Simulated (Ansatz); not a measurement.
**Geometry relaxation, with input and output: Sn24O47H (charge −1) (part 2 of 2)**

Sn24O47H (defect cell, 72 atoms in the cell, total charge −1); DFT, PBEsol, PAW, plane waves (Ansatz 0.2.0); cutoff 420 eV, 1×1×1 k-mesh, Fermi–Dirac smearing of 0.01 eV. 

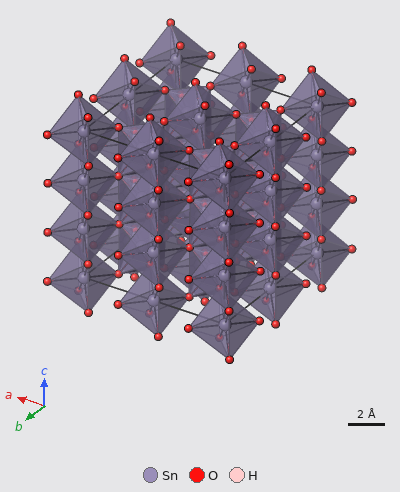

Fig. 1: The starting structure (polyhedral view of the cell of the calculation, seen at an oblique angle; polyhedra are completed across the faces of the cell).

### Output, continued
```
--- Forces (eV/Å), atoms counted from 1 ---
  atom   1  Sn     0.00099693     0.00799987     0.00784482
  atom   2  Sn    -0.00253926     0.01013821    -0.01274816
  atom   3  Sn     0.00235638     0.01810962     0.00577394
  atom   4  Sn    -0.00114497    -0.01750205     0.00518542
  atom   5  Sn     0.00647903    -0.00795751    -0.00262830
  atom   6  Sn     0.00847826    -0.01361774    -0.00301249
  atom   7  Sn    -0.00366998     0.01929751     0.01072754
  atom   8  Sn    -0.00963060     0.01182807    -0.00917727
  atom   9  Sn    -0.00224384     0.01794275    -0.00346861
  atom  10  Sn     0.00317199    -0.01899821     0.01200469
  atom  11  Sn     0.00502793    -0.01141995     0.00799878
  atom  12  Sn    -0.01112731    -0.01836063    -0.01405266
  atom  13  Sn    -0.01013811    -0.02827900     0.00167593
  atom  14  Sn    -0.00038938    -0.02952872    -0.00551124
  atom  15  Sn    -0.00698510    -0.02367410     0.00565441
  atom  16  Sn     0.00249373     0.02443259     0.01351674
  atom  17  Sn     0.00460131     0.01598081    -0.01103176
  atom  18  Sn     0.00045403     0.02132547    -0.00240819
  atom  19  Sn     0.00241371    -0.01876410     0.00293848
  atom  20  Sn    -0.00038447    -0.01424838    -0.00604045
  atom  21  Sn     0.00040561    -0.02431563     0.00650631
  atom  22  Sn     0.00920391     0.02021597     0.00638373
  atom  23  Sn    -0.00135422     0.02360452    -0.01949433
  atom  24  Sn     0.00552370     0.02950961     0.01317863
  atom  25  O      0.00499427     0.00941498    -0.00532537
  atom  26  O      0.00585136     0.00572227     0.00797528
  atom  27  O      0.01417007     0.00890069    -0.00923104
  atom  28  O     -0.00040601    -0.00684268    -0.00029904
  atom  29  O     -0.00710236    -0.00617311    -0.00462555
  atom  30  O     -0.00611465    -0.01146987     0.00498515
  atom  31  O      0.00298682     0.00701088    -0.01893776
  atom  32  O      0.01032986     0.01377596     0.00632015
  atom  33  O     -0.00027455     0.01431480     0.00775039
  atom  34  O     -0.01431370    -0.01961939    -0.01222630
  atom  35  O     -0.00563642    -0.01499501    -0.00324099
  atom  36  O     -0.00313393    -0.02172668     0.00234482
  atom  37  O      0.01233782     0.00977819    -0.00820563
  atom  38  O     -0.00240780     0.01583626     0.00737377
  atom  39  O      0.00302863     0.01162698     0.00921934
  atom  40  O      0.00110618    -0.01597384    -0.00143349
  atom  41  O      0.00363275    -0.00592950    -0.00135254
  atom  42  O     -0.00481936    -0.00836906     0.00320288
  atom  43  O     -0.00420855     0.01054652    -0.01562395
  atom  44  O      0.00804521     0.01142292     0.01369846
  atom  45  O      0.00588546     0.00768690     0.00027744
  atom  46  O     -0.00746010    -0.01391884    -0.00494334
  atom  47  O     -0.00166140    -0.00548409     0.00934649
  atom  48  O     -0.00641765    -0.00697936     0.00271330
  atom  49  O      0.00238363    -0.00063409     0.00042839
  atom  50  O      0.00035568     0.01087747     0.00039252
  atom  51  O     -0.01388898     0.02106985     0.00314411
  atom  52  O      0.00826003    -0.00307502    -0.00300958
  atom  53  O     -0.00803047    -0.00620072     0.00443746
  atom  54  O      0.00131712    -0.00461423     0.00077363
  atom  55  O     -0.01425940     0.00803172     0.00674866
  atom  56  O     -0.00037932     0.01387793    -0.00987891
  atom  57  O      0.00755365    -0.00739212    -0.00427294
  atom  58  O      0.00053097    -0.01374785     0.00730325
  atom  59  O      0.00022237    -0.00862514    -0.00530282
  atom  60  O      0.00115035     0.00280992     0.00002052
  atom  61  O      0.00481719    -0.00056709     0.00300402
  atom  62  O      0.00956597    -0.01052315     0.00198883
  atom  63  O     -0.01214768     0.00795793     0.00187935
  atom  64  O      0.00592372    -0.00007227     0.00306317
  atom  65  O     -0.00457478    -0.00200897    -0.00304150
  atom  66  O      0.00106127    -0.00425932     0.00358199
  atom  67  O     -0.00516474     0.00692426    -0.00210263
  atom  68  O      0.00568760    -0.00673156    -0.00666840
  atom  69  O     -0.00554044     0.00224281    -0.00596613
  atom  70  O     -0.00813444    -0.00908951     0.01194184
  atom  71  O     -0.00468338     0.01211662    -0.00670227
  atom  72  H      0.01755797     0.00935510    -0.00133826
  max |Σ_I F_I| component: 4.90e-6 eV/Å
--- Charged-cell corrections in eV (Makov–Payne, q = -1.000 e, ε = 12.000) ---
  F (periodic)     = -169158.858704  (uncorrected; the corrections below are reported, never added to it)
  E_corr1          = +0.177863  (monopole, q²α_M/2εL)
  F Makov-Payne    = -169158.680841  (F + E_corr1; no measured alignment; for a localised charge, not one spread in a band: unchecked)
--- Band table (eV) ---
  k-point 0: bands = ["-11.9820", "-11.9093", "-11.8988", "-11.8444", "-11.8218", "-11.7964", "-11.7580", "-11.7317", "-11.7198", "-11.7149", ... 172 levels left out ..., "2.5324", "2.6940", "2.8681", "3.0349", "3.1888", "3.3003", "3.3616", "3.6591", "3.7384", "3.9561", "4.1306", "4.1386", "4.1777", "4.2076", "4.2293", "4.2503", "4.3487", "4.3828", "4.4381", "4.4743", "4.5143", "4.6419", "4.7630", "4.8019", "4.8335", "4.8928", "4.9383", "4.9824", "5.0585",
      "5.0751", "5.1180", "5.1815", "5.2133", "5.2595", "5.3023", "5.3483", "5.4297", "5.4538", "5.5528", "5.5836", "5.6561", "5.6602", "5.7021", "5.7290", "5.8418", "5.8565", "5.8774", "5.8999", "5.9538", "5.9988", "6.0531", "6.1093", "6.1893", "6.2424", "6.3236", "6.3723", "6.4202", "6.4390", "6.6069", "6.6282", "6.6482", "6.7197", "6.7860", "6.8371", "6.9131", "6.9541", "7.0071", "7.0506", "7.1437",
      "7.1705", "7.2041", "7.2254", "7.2334", "7.2511", "7.2741", "7.3245", "7.3490", "7.3794", "7.4229", "7.4862", "7.5176", "7.5547", "7.5650", "7.5953", "7.6280", "7.6348", "7.6620", "7.6810", "7.7052", "7.7162", "7.7570", "7.7647", "7.7915", "7.8376", "7.8418", "7.8813", "7.9037", "7.9168", "7.9214", "7.9404", "7.9498", "7.9831", "7.9915", "8.0212", "8.0631", "8.0753", "8.0882", "8.1161", "8.1325",
      "8.1452", "8.1564", "8.1698", "8.1965", "8.2169", "8.2362", "8.2474", "8.2682", "8.2700", "8.2976", "8.3398", "8.3662", "8.4203", "8.4516", "8.5088", "8.5123", "8.5396", "8.8427", "11.1667", "11.9429", "12.1773", "12.7784", "12.9642", "13.0873", "13.2985", "13.6859", "13.7228", "13.7844", "13.9394", "13.9685", "14.0593", "14.1818", "14.2946", "14.4044", "14.4885", "14.6016", "14.7647", "14.8602", "14.9244", "15.1215",
      "15.2081", "15.4058", "15.5514", "15.6698", "15.7235", "15.9367", "16.0285", "16.0936", "16.2598", "16.3098", "16.6511", "16.8397", "16.9359", "16.9946", "17.0816", "17.1518", "17.3571", "17.3851", "17.4405", "17.4523", "17.4738", "17.5323", "17.5841", "17.6356", "17.6627", "17.7410", "17.8232", "17.9654", "18.2916", "18.3610", "18.4138", "18.5478", "18.7307", "18.7950", "18.9980", "19.0442", "19.0872", "19.1614", "19.2301", "19.2408",
      "19.2945", "19.4040", "19.4488", "19.5049", "19.5471", "19.6077", "19.6225", "19.7388", "19.7534", "19.8526", "19.8911"]
--- Relaxed structure (5 steps of the walk, 5 accepted, 0 SCFs on fresh bases) ---
  F+E_penalty+E_count = -169158.85870415 eV   max|allowed force component| = 2.953e-2 eV/Å
  atoms:
    - { symbol: Sn, position: [0.9977794990540143, 1.0019185433061029, 0.9998208093117167] }
    - { symbol: Sn, position: [0.0018357651640172586, 0.9976164256169563, 0.33230646992519675] }
    - { symbol: Sn, position: [1.0020704620971812, 0.9977537780291329, 0.667391206609325] }
    - { symbol: Sn, position: [0.0006075601880821116, 0.4988476649904827, -0.00015356583672068044] }
    - { symbol: Sn, position: [-8.84557562940284e-5, 0.5007149904647563, 0.33355358085620634] }
    - { symbol: Sn, position: [1.0000112362332425, 0.5006015935029616, 0.6660137886319847] }
    - { symbol: Sn, position: [0.5006718258549243, -0.0010793783802406011, -0.0002161229848658486] }
    - { symbol: Sn, position: [0.4988716548241969, -0.000630071410327252, 0.333665182476199] }
    - { symbol: Sn, position: [0.49885128080433744, 0.9994245469615305, 0.6661126371806346] }
    - { symbol: Sn, position: [0.4998070509616094, 0.5000307629655099, -0.0003154223425029723] }
    - { symbol: Sn, position: [0.4966662215868563, 0.5033514391512457, 0.32938137247243215] }
    - { symbol: Sn, position: [0.4966727470332722, 0.5028284048028312, 0.6699734905994404] }
    - { symbol: Sn, position: [0.25057021622156495, 0.2494487016313925, 0.16636091566634145] }
    - { symbol: Sn, position: [0.24848997586375965, 0.2486216255432659, 0.49968960930526507] }
    - { symbol: Sn, position: [0.2505460530878192, 0.24951207342526377, 0.833218723308784] }
    - { symbol: Sn, position: [0.24876330620962278, 0.7505982929603139, 0.16581573854880682] }
    - { symbol: Sn, position: [0.2498890384669511, 0.7495442983601095, 0.4998352716317998] }
    - { symbol: Sn, position: [0.24889636614042554, 0.750603430038833, 0.8337099653964812] }
    - { symbol: Sn, position: [0.7490606236090056, 0.25044378335081974, 0.16679279693205296] }
    - { symbol: Sn, position: [0.75643840027834, 0.24288962205208203, 0.4998488952351991] }
    - { symbol: Sn, position: [0.7491703399660172, 0.2504769047108526, 0.8329657466631146] }
    - { symbol: Sn, position: [0.7502169352131308, 0.7491597126514075, 0.16642281758432892] }
    - { symbol: Sn, position: [0.7511860410541461, 0.7511414970330935, 0.5000405689267241] }
    - { symbol: Sn, position: [0.7503770708084062, 0.749081108234442, 0.8332724704224089] }
    - { symbol: O, position: [0.1522749611811306, 0.15298926334808077, 0.9996481868479757] }
    - { symbol: O, position: [0.15306888068954042, 0.15244206960141396, 0.3324524212757006] }
    - { symbol: O, position: [0.15322943910920434, 0.1527594629639854, 0.6666671803179214] }
    - { symbol: O, position: [0.15290568692218384, 0.6517258050487146, 0.9994640364148433] }
    - { symbol: O, position: [0.154813065248701, 0.6513885916323146, 0.3334471491643066] }
    - { symbol: O, position: [0.15478584952919777, 0.6514220850820692, 0.6657007655805202] }
    - { symbol: O, position: [0.6519939777715419, 0.15350351948656157, -0.00023130353185447643] }
    - { symbol: O, position: [0.6482271050050569, 0.15827902938472743, 0.3363361446947817] }
    - { symbol: O, position: [0.6491476832932475, 0.15740380504076246, 0.6629769197539929] }
    - { symbol: O, position: [0.6522102498067662, 0.6527188576560475, -0.00022018418784261142] }
    - { symbol: O, position: [0.6531151056203258, 0.649611375958816, 0.3352305350100594] }
    - { symbol: O, position: [0.6542999890622064, 0.6479401372226036, 0.6638858436458561] }
    - { symbol: O, position: [0.34695047349941616, 0.34771368190870977, -3.585036128549299e-5] }
    - { symbol: O, position: [0.3523211229803881, 0.34501252826051204, 0.3356947000987391] }
    - { symbol: O, position: [0.3500902902726508, 0.34652495805326716, 0.6644924903885382] }
    - { symbol: O, position: [0.3475441640476047, 0.8468897491510926, 1.0000410143970615] }
    - { symbol: O, position: [0.3480426160172163, 0.8447168271606283, 0.3339134292733493] }
    - { symbol: O, position: [0.34805412281404235, 0.8448575126309436, 0.666179637864001] }
    - { symbol: O, position: [0.8462026485340878, 0.34735453451739856, 0.00021972303152203567] }
    - { symbol: O, position: [0.8415012908210618, 0.35069234086139944, 0.33674301869167655] }
    - { symbol: O, position: [0.8408656236271248, 0.3513644548478216, 0.6632045456346434] }
    - { symbol: O, position: [0.8465691132168918, 0.8475868512577364, 1.0000622193765663] }
    - { symbol: O, position: [0.8468936012546762, 0.8463304557374708, 0.333027206144927] }
    - { symbol: O, position: [0.8474265104006616, 0.8464576602822993, 0.667152064897218] }
    - { symbol: O, position: [0.09640997161755308, 0.4017244207978399, 0.16812451020179822] }
    - { symbol: O, position: [0.09561443930913395, 0.40111088308457193, 0.4996315713470066] }
    - { symbol: O, position: [0.09636564526955832, 0.40098228355976917, 0.831517140062277] }
    - { symbol: O, position: [0.09637998109806635, 0.9027121265016343, 0.16525698354371415] }
    - { symbol: O, position: [0.09801896028988888, 0.9019764768378866, 0.4997900885194507] }
    - { symbol: O, position: [0.0967206396259911, 0.9029711400114004, 0.8344234217613954] }
    - { symbol: O, position: [0.5967341432362814, 0.40371985381246367, 0.1675941642609521] }
    - { symbol: O, position: [0.5960201923101475, 0.4028833830652216, 0.8320045008958439] }
    - { symbol: O, position: [0.5982778143823636, 0.9030971674619113, 0.16810533774653333] }
    - { symbol: O, position: [0.5984420004726034, 0.9039115205479492, 0.49995206833025724] }
    - { symbol: O, position: [0.5980038427655272, 0.9032382599333528, 0.8316364848760245] }
    - { symbol: O, position: [0.4034527083312783, 0.09643894272623937, 0.16662550988688815] }
    - { symbol: O, position: [0.401239117881845, 0.09570693420902943, 0.49997053797340935] }
    - { symbol: O, position: [0.4034413342263276, 0.09710153111390622, 0.8327499662062464] }
    - { symbol: O, position: [0.4017136509786079, 0.5976732948099375, 0.16520879247981657] }
    - { symbol: O, position: [0.4053428354714793, 0.594091407878782, 0.4997577750114337] }
    - { symbol: O, position: [0.40229644848030865, 0.5981491554629041, 0.8341278595033205] }
    - { symbol: O, position: [0.9014822315908597, 0.09784711299726809, 0.16869001579632809] }
    - { symbol: O, position: [0.9055921882816869, 0.09396696541911896, 0.49986933973625924] }
    - { symbol: O, position: [0.9018718739943054, 0.09824935732712363, 0.8310251934054951] }
    - { symbol: O, position: [0.9026865377110421, 0.5962332933419482, 0.16687837933350583] }
    - { symbol: O, position: [0.904080391619014, 0.598521653052174, 0.49964841209722916] }
    - { symbol: O, position: [0.9029466813440915, 0.5957933281791807, 0.8330759344823352] }
    - { symbol: H, position: [0.593559584022483, 0.404520200780191, 0.500392171598909] }
--- Löwdin populations: 72 sites ---
  site symbol       q [e]
     0     Sn     12.3457
     1     Sn     12.3408
     2     Sn     12.3407
     3     Sn     12.3470
     4     Sn     12.3411
     5     Sn     12.3426
     6     Sn     12.3468
     7     Sn     12.3419
     8     Sn     12.3410
     9     Sn     12.3389
    10     Sn     12.4096
    11     Sn     12.4112
    12     Sn     12.3514
    13     Sn     12.3452
    14     Sn     12.3440
    15     Sn     12.3422
    16     Sn     12.3356
    17     Sn     12.3421
    18     Sn     12.3459
    19     Sn     12.3927
    20     Sn     12.3466
    21     Sn     12.3441
    22     Sn     12.3449
    23     Sn     12.3516
    24      O      6.7917
    25      O      6.7918
    26      O      6.7917
    27      O      6.7919
    28      O      6.7927
    29      O      6.7924
    30      O      6.7897
    31      O      6.7840
    32      O      6.7854
    33      O      6.7901
    34      O      6.7918
    35      O      6.7886
    36      O      6.7901
    37      O      6.7884
    38      O      6.7920
    39      O      6.7919
    40      O      6.7925
    41      O      6.7927
    42      O      6.7898
    43      O      6.7854
    44      O      6.7842
    45      O      6.7917
    46      O      6.7916
    47      O      6.7917
    48      O      6.7878
    49      O      6.7920
    50      O      6.7881
    51      O      6.7895
    52      O      6.7920
    53      O      6.7896
    54      O      6.7824
    55      O      6.7824
    56      O      6.7881
    57      O      6.7922
    58      O      6.7878
    59      O      6.7884
    60      O      6.7924
    61      O      6.7896
    62      O      6.7897
    63      O      6.7815
    64      O      6.7897
    65      O      6.7892
    66      O      6.7956
    67      O      6.7890
    68      O      6.7896
    69      O      6.7924
    70      O      6.7884
    71      H      1.2387
  spilling = 0.005188 (of n_electrons = 620.000000)
```

### Key numbers

| quantity | value |
| --- | --- |
| outcome | converged |
| electrons treated | 620 |
| free energy | −169158.8587 eV |
| Fermi energy | 11.555 eV |
| largest force (length of the vector) at the end | 0.033 eV/Å |
| wall time | 88 s (CPU time 11 min) |
| peak memory | 2 GiB |

### Remarks

The k-point mesh is coarse for a cell of this size, so the results may not be converged.
